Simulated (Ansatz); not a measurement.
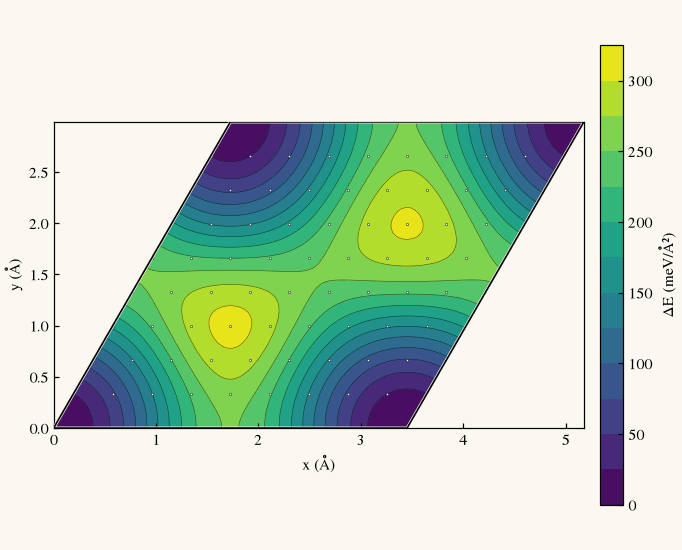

MgO (P6_3/mmc, No. 194; 12 atoms in the cell). Gamma surface: rigid slide across a plane, one fault a cell; the plane is (0 0 1) of the conventional cell, and the faces at the cut hold Mg/O and Mg/O. Places are given modulo a cell vector. The map is drawn in real space over the plane of the slide. Nothing is relaxed (rigid halves, spacing across the cut fixed). Grid: 9 × 9 points; 19 points were computed and 62 follow by symmetry. All energies are given in meV/Å² relative to the lowest grid point. Level of theory: DFT LDA, scalar-relativistic, plane waves, PAW in Ansatz 0.2.0. Settings: cutoff 520 eV, k-mesh 8×8×2 in the order of the run's cell vectors, gaussian smearing 0.05 eV, no spin polarisation.

Drawn: filled contours, dots at the grid points, the outline of one cell of the plane. Between grid points the surface is interpolated.

The lowest grid point is at (0/9, 0/9) of the cell vectors. It is the only kind of minimum in the scanned range. The highest grid point, (3/9, 3/9) of the cell vectors, lies 308 meV/Å² above the lowest. On the interpolated surface the easiest way out of the lowest well to its copy in the next cell or period passes a barrier of about 250 meV/Å². The gap on the k-mesh is 3.5 eV at the lowest point and runs from 1.0 to 3.5 eV over the map.

The level of theory is changed to Ansatz, DFT PBE, scalar-relativistic, plane waves, PAW; with it change k-mesh 7×7×2 (before 8×8×2), the cell, relaxed at the new level (first cell vector 3.521 Å, before 3.452 Å), the gap across the cut 2.12 Å (before 2.07 Å); the new grid has 12 × 12 points.

### How does the landscape change?

The lowest place stays at (0/12, 0/12) of the cell vectors. The span from the lowest to the highest grid point shrinks from 308 to 283 meV/Å². The easiest pass out of the lowest well goes from about 250 to about 230 meV/Å² on the interpolated surfaces. In the new map: the gap on the k-mesh is 3.3 eV at the lowest point and runs from 0.9 to 3.3 eV over the map.

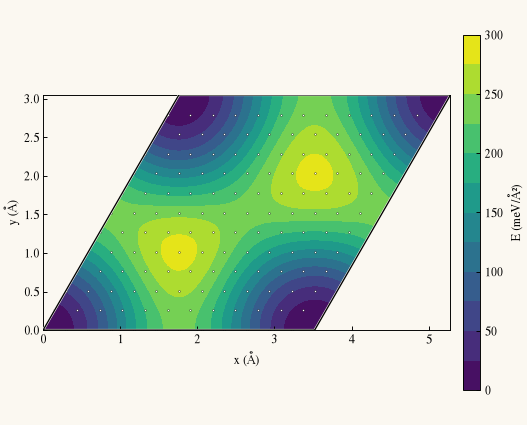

The map after the change, on a colour scale of its own. The picture shows filled contours, dots at the grid points, the outline of one cell of the plane. Between grid points the surface is interpolated.

PAW datasets: the set soft_1.
